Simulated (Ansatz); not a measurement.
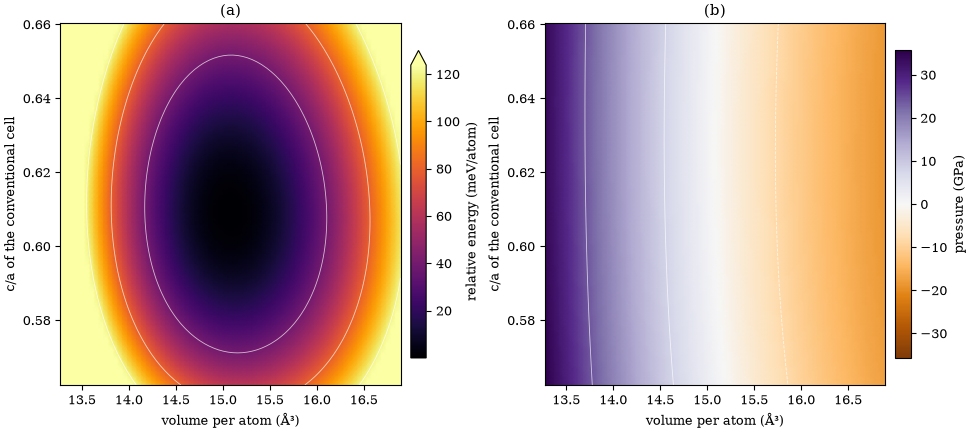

Hf2N (P4_2/mnm, No. 136; 6 atoms in the cell). 
- The energy is mapped over volume and the cell's shape.
- The first coordinate is: volume per atom; the second: c/a of the conventional cell.
- Nothing is relaxed (fractional coordinates fixed).
- The scan uses a 7 × 7 grid.
- Points are written as (first, second).
- Energies: meV/atom, counted from the lowest grid point.
- Theory: DFT PBEsol, scalar-relativistic, plane waves, PAW in Ansatz 0.2.0. Settings: cutoff 520 eV, k-mesh 8×8×14 in the order of the run's cell vectors, gaussian smearing 0.15 eV, no spin polarisation.

Panel (a) is the energy and panel (b) the computed pressure on the same grid.

Drawn: a smooth colour map with a few white contour lines, one colour for all values above the top of the scale. Between grid points the surface is interpolated.

How does the pressure vary over the map, and what is it at the lowest grid point?

Answer. It runs from −18.6 GPa at (16.89 Å³, 0.626) to 35.7 GPa at (13.27 Å³, 0.562). At the lowest grid point, (15.08 Å³, 0.609), it is 0.0 GPa. The pressure is minus the slope of the energy with volume, so it vanishes at the true minimum, which need not be a grid point.

PAW datasets: the set soft_1.
